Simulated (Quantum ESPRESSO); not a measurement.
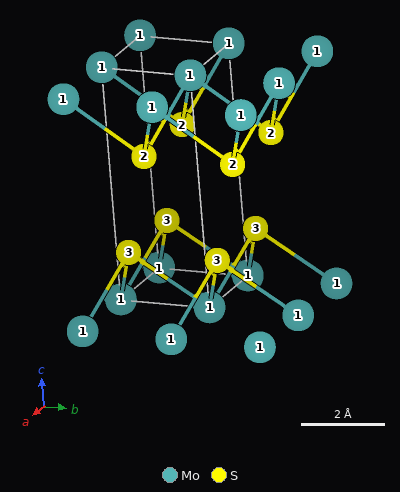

The structure as given in the input (ball-and-stick view of the reduced cell, repeated 2 × 2 × 1, seen slightly off an axis; atoms are numbered from 1 in the order of the input). Near neighbours in the crystal (not all of them lie inside the picture): Mo has 6 S at 2.36 to 2.42 Å; S has 3 Mo at 2.36 to 2.42 Å.

# Run report: MoS2, single-point calculation

The run: single-point calculation of MoS2 (P1, 3 atoms in the cell). Method and program: Kohn-Sham DFT of a periodic cell, PBE, GBRV 1.5 PBE, no spin polarisation (Quantum ESPRESSO 7.5).

The structure derives from an entry of the Crystallography Open Database.

Input file
```
&CONTROL
  calculation = 'scf'
  prefix = 'pwscf'
  outdir = './tmp'
  pseudo_dir = './pseudo'
  tprnfor = .true.
  tstress = .true.
  disk_io = 'nowf'
/
&SYSTEM
  ibrav = 0
  nat = 3
  ntyp = 2
  ecutwfc = 40
  ecutrho = 360
  nbnd = 20
  occupations = 'smearing'
  smearing = 'fd'
  degauss = 0.00999582
/
&ELECTRONS
  conv_thr = 6d-10
  electron_maxstep = 120
  mixing_beta = 0.5
/
ATOMIC_SPECIES
Mo    95.9500 mo_pbe_v1.uspp.F.UPF
S     32.0600 s_pbe_v1.4.uspp.F.UPF
CELL_PARAMETERS angstrom
   1.5855000000    0.9153888518    6.1149966667
  -1.5855000000    0.9153888518    6.1149966667
   0.0000000000   -1.8307777036    6.1149966667
ATOMIC_POSITIONS crystal
Mo    -0.0002890000   -0.0048390000    0.0066930000
S      0.2512320000    0.2471480000    0.2487840000
S      0.7487070000    0.7488640000    0.7504030000
K_POINTS automatic
7 7 7 0 0 0
```

Run on 1 thread of Arm Neoverse V1, 24 GiB of memory available, shared host.

Launch command:
```bash
OMP_NUM_THREADS=1 pw.x -in pw.in > pw.out
```

What the program printed
```
This program is part of the open-source Quantum ESPRESSO suite
     for quantum simulation of materials; please cite
         "P. Giannozzi et al., J. Phys.:Condens. Matter 21 395502 (2009);
         "P. Giannozzi et al., J. Phys.:Condens. Matter 29 465901 (2017);
         "P. Giannozzi et al., J. Chem. Phys. 152 154105 (2020);
          URL
     in publications or presentations arising from this work. More details at

     G-vector sticks info
     --------------------
     sticks:   dense  smooth     PW     G-vecs:    dense   smooth      PW
     Sum        2017     895    301                41493    12257    2391

     Using Slab Decomposition

     bravais-lattice index     =            0
     lattice parameter (alat)  =      12.0625  a.u.
     unit-cell volume          =     359.3486 (a.u.)^3
     number of atoms/cell      =            3
     number of atomic types    =            2
     number of electrons       =        26.00
     number of Kohn-Sham states=           20
     kinetic-energy cutoff     =      40.0000  Ry
     charge density cutoff     =     360.0000  Ry
     scf convergence threshold =      6.0E-10
     mixing beta               =       0.5000
     number of iterations used =            8  plain     mixing
     Exchange-correlation=  SLA  PW   PBX  PBC
                           (   1   4   3   4   0   0   0)

     celldm(1)=  12.062454  celldm(2)=   0.000000  celldm(3)=   0.000000
     celldm(4)=   0.000000  celldm(5)=   0.000000  celldm(6)=   0.000000

     crystal axes: (cart. coord. in units of alat)
               a(1) = (   0.248387   0.143406   0.957987 )
               a(2) = (  -0.248387   0.143406   0.957987 )
               a(3) = (   0.000000  -0.286813   0.957987 )

     reciprocal axes: (cart. coord. in units 2 pi/alat)
               b(1) = (  2.012985  1.162197  0.347952 )
               b(2) = ( -2.012985  1.162197  0.347952 )
               b(3) = (  0.000000 -2.324395  0.347952 )

     PseudoPot. # 1 for Mo read from file:
     mo_pbe_v1.uspp.F.UPF
     Pseudo is Ultrasoft + core correction, Zval = 14.0
     Generated by new atomic code, or converted to UPF format
     Using radial grid of  889 points,  6 beta functions with:
                l(1) =   0
                l(2) =   0
                l(3) =   1
                l(4) =   1
                l(5) =   2
                l(6) =   2
     Q(r) pseudized with  6 coefficients,  rinner =    1.000   1.000   1.000
                                                       1.000   1.000

     PseudoPot. # 2 for S  read from file:
     s_pbe_v1.4.uspp.F.UPF
     Pseudo is Ultrasoft + core correction, Zval =  6.0
     Generated by new atomic code, or converted to UPF format
     Using radial grid of  907 points,  6 beta functions with:
                l(1) =   0
                l(2) =   0
                l(3) =   1
                l(4) =   1
                l(5) =   2
                l(6) =   2
     Q(r) pseudized with  8 coefficients,  rinner =    1.300   1.300   1.300
                                                       1.300   1.300

     atomic species   valence    mass     pseudopotential
     Mo               14.00    95.95000     Mo( 1.00)
     S                 6.00    32.06000     S ( 1.00)

     No symmetry found

   Cartesian axes

     site n.     atom                  positions (alat units)
         1        Mo     tau(   1) = (   0.0011302  -0.0026550   0.0014992  )
         2        S      tau(   2) = (   0.0010144   0.0001164   0.7157731  )
         3        S      tau(   3) = (  -0.0000390  -0.0004639   2.1535289  )

     number of k points=   172  Fermi-Dirac smearing, width (Ry)=  0.0100

     Number of k-points >= 100: set verbosity='high' to print them.

     Dense  grid:    41493 G-vectors     FFT dimensions: (  75,  75,  75)

     Smooth grid:    12257 G-vectors     FFT dimensions: (  50,  50,  50)

     Initial potential from superposition of free atoms

     starting charge      25.9989, renormalised to      26.0000
     Starting wfcs are   21 randomized atomic wfcs

     Self-consistent Calculation

     iteration #  1     ecut=    40.00 Ry     beta= 0.50
     Davidson diagonalization with overlap
     ethr =  1.00E-02,  avg # of iterations =  4.9

     Threshold (ethr) on eigenvalues was too large:
     Diagonalizing with lowered threshold

     Davidson diagonalization with overlap
     ethr =  3.29E-04,  avg # of iterations =  4.0

     total energy              =    -187.64422349 Ry
     estimated scf accuracy    <       0.09838984 Ry

     iteration #  2     ecut=    40.00 Ry     beta= 0.50
     Davidson diagonalization with overlap
     ethr =  3.78E-04,  avg # of iterations =  2.2

     total energy              =    -187.64610121 Ry
     estimated scf accuracy    <       0.07540727 Ry

     iteration #  3     ecut=    40.00 Ry     beta= 0.50
     Davidson diagonalization with overlap
     ethr =  2.90E-04,  avg # of iterations =  2.1

     total energy              =    -187.66002689 Ry
     estimated scf accuracy    <       0.05728927 Ry

     iteration #  4     ecut=    40.00 Ry     beta= 0.50
     Davidson diagonalization with overlap
     ethr =  2.20E-04,  avg # of iterations =  1.0

     total energy              =    -187.66711030 Ry
     estimated scf accuracy    <       0.00076589 Ry

     iteration #  5     ecut=    40.00 Ry     beta= 0.50
     Davidson diagonalization with overlap
     c_bands:  1 eigenvalues not converged
     ethr =  2.95E-06,  avg # of iterations =  6.0

     total energy              =    -187.66720875 Ry
     estimated scf accuracy    <       0.00002740 Ry

     iteration #  6     ecut=    40.00 Ry     beta= 0.50
     Davidson diagonalization with overlap
     ethr =  1.05E-07,  avg # of iterations =  3.8

     total energy              =    -187.66721810 Ry
     estimated scf accuracy    <       0.00001796 Ry

     iteration #  7     ecut=    40.00 Ry     beta= 0.50
     Davidson diagonalization with overlap
     ethr =  6.91E-08,  avg # of iterations =  1.8

     total energy              =    -187.66722194 Ry
     estimated scf accuracy    <       0.00000136 Ry

     iteration #  8     ecut=    40.00 Ry     beta= 0.50
     Davidson diagonalization with overlap
     ethr =  5.23E-09,  avg # of iterations =  3.0

     total energy              =    -187.66722235 Ry
     estimated scf accuracy    <       0.00000005 Ry

     iteration #  9     ecut=    40.00 Ry     beta= 0.50
     Davidson diagonalization with overlap
     ethr =  1.86E-10,  avg # of iterations =  3.0

     total energy              =    -187.66722237 Ry
     estimated scf accuracy    <          7.2E-09 Ry

     iteration # 10     ecut=    40.00 Ry     beta= 0.50
     Davidson diagonalization with overlap
     ethr =  2.78E-11,  avg # of iterations =  2.1

     End of self-consistent calculation

     Number of k-points >= 100: set verbosity='high' to print the bands.

     the Fermi energy is    11.2779 ev

!    total energy              =    -187.66722238 Ry
     estimated scf accuracy    <          2.5E-10 Ry
     smearing contrib. (-TS)   =      -0.00574459 Ry
     internal energy E=F+TS    =    -187.66147779 Ry

     The total energy is F=E-TS. E is the sum of the following terms:
     one-electron contribution =     -86.31615628 Ry
     hartree contribution      =      54.41966259 Ry
     xc contribution           =     -36.35547828 Ry
     ewald contribution        =    -119.40950582 Ry

     convergence has been achieved in  10 iterations

     Forces acting on atoms (cartesian axes, Ry/au):

     atom    1 type  1   force =    -0.00160015    0.00565492   -0.02451301
     atom    2 type  2   force =    -0.00048133   -0.00309316   -0.02380848
     atom    3 type  2   force =     0.00208148   -0.00256176    0.04832150

     Total force =     0.059648     Total SCF correction =     0.000020

     Computing stress (Cartesian axis) and pressure

          total   stress  (Ry/bohr**3)                   (kbar)     P=       78.18
   0.00045319   0.00000893   0.00001998           66.67        1.31        2.94
   0.00000893   0.00045424   0.00000485            1.31       66.82        0.71
   0.00001998   0.00000485   0.00068687            2.94        0.71      101.04

=------------------------------------------------------------------------------=
   JOB DONE.
=------------------------------------------------------------------------------=
```

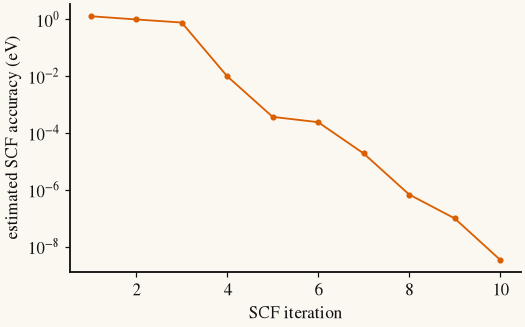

Convergence of the self-consistent field: estimated SCF accuracy against the iteration. The field takes 10 iterations in all.

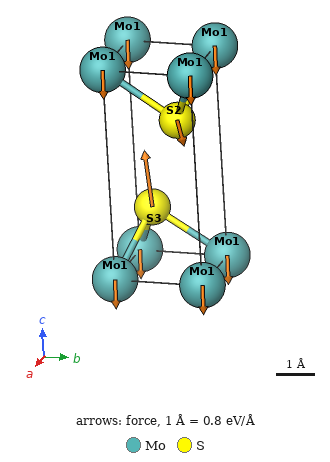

Forces on the atoms as orange arrows (ball-and-stick view of the reduced cell, seen slightly off an axis; atoms are numbered from 1 in the order of the input). The largest act on S3 (1.25 eV/Å); Mo1 (0.65 eV/Å); S2 (0.62 eV/Å). The geometry is not a stationary point of this energy.

Key numbers

| quantity | value |
| --- | --- |
| outcome | converged |
| space group (tolerance 0.01 Å) | P1 (1) |
| electrons treated | 26 |
| free energy | −2553.3426 eV |
| Fermi energy | 11.278 eV |
| gap on the k-point mesh | none (metallic) |
| pressure | 7.82 GPa |
| largest force (length of the vector) | 1.245 eV/Å |
| wall time | 5.4 min |
| peak memory | 0.27 GiB |

Points of doubt noted for this run: coarse mesh. The cell is under a pressure of 7.8 GPa at this level, so it is not at its equilibrium volume.
